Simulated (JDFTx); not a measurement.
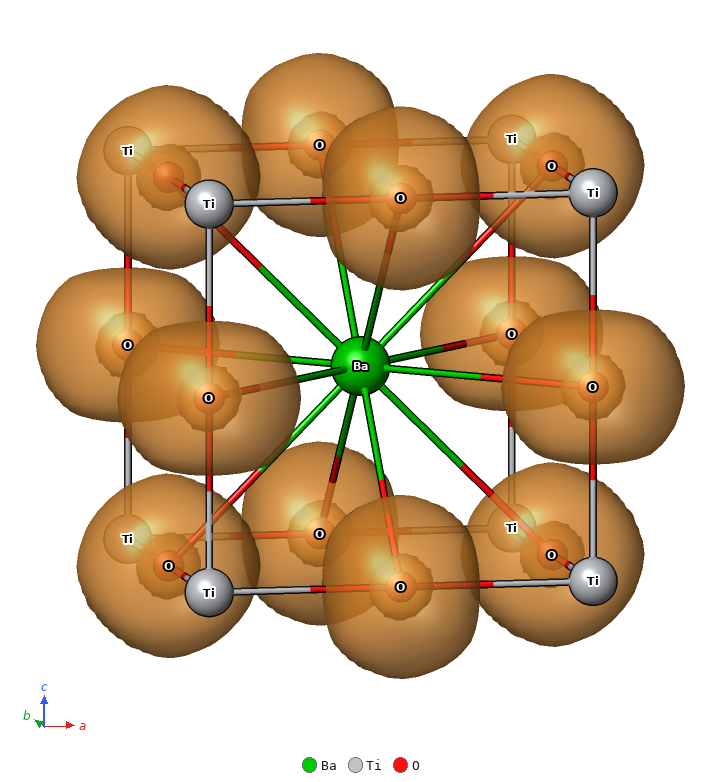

Figure. BaTiO$_{3}$. Isosurface of the ELF at 0.65 (orange), seen slightly off an axis. Only the valence region is drawn (cores and ρ < 0.01 e/Å³ removed). Sticks mark near contacts.

Space group Pm-3m; computed pressure about −12 GPa in this cell.

Theory: JDFTx 1.7.0 (patched build), Kohn-Sham DFT of a periodic cell, PBEsol, PseudoDojo-SR-PBEsol-0.4.1-standard.

Input file:

```
lattice \
    7.7187166840     0.0000000000     0.0000000000 \
    0.0000000000     7.7187166840     0.0000000000 \
    0.0000000000     0.0000000000     7.7187166840
coords-type Lattice
ion Ba     0.5000000000     0.5000000000     0.5000000000 1
ion Ti     0.0000000000     0.0000000000     0.0000000000 1
ion O      0.0000000000     0.0000000000     0.5000000000 1
ion O      0.0000000000     0.5000000000     0.0000000000 1
ion O      0.5000000000     0.0000000000     0.0000000000 1

ion-species pseudo/Ba.upf
ion-species pseudo/Ti.upf
ion-species pseudo/O.upf
elec-cutoff 42 336
elec-ex-corr gga-PBEsol
kpoint-folding 7 7 7
elec-smearing Fermi 0.0018374661
elec-n-bands 27
electronic-SCF nIterations 100 energyDiffThreshold 1e-09
electronic-minimize nIterations 30 energyDiffThreshold 1e-7
forces-output-coords Cartesian

dump-name run.$VAR
dump End Ecomponents EigStats BandEigs Kpoints Forces Stress ElecDensity Dtot KEdensity
```

Run with:

```sh
jdftx -c 1 -i BaTiO3.in -o BaTiO3.out
```

Below, planes, directions and counts refer to the conventional cell (a = 4.08 Å, b = 4.08 Å, c = 4.08 Å, α = 90.00°, β = 90.00°, γ = 90.00°).

**What do the ELF domains correspond to?**

The surface consists of three regions wrapped around O (the valence shell of each), counted in one cell of 5 atoms. Any copies at cell faces, edges or corners count once. Profiles from the grid: Ti–O (2.04 Å): the ELF is about 0.15 at the midpoint; no localised pair shows between them. Ba–O (2.89 Å): the ELF is about 0.10 at the midpoint; a largely ionic contact.

**Does the calculation make it a metal, or give it a gap?**

It is gapped, with a Kohn–Sham gap of 1.7 eV on the k-point mesh (the band edges may lie off the mesh, which would make the gap smaller).
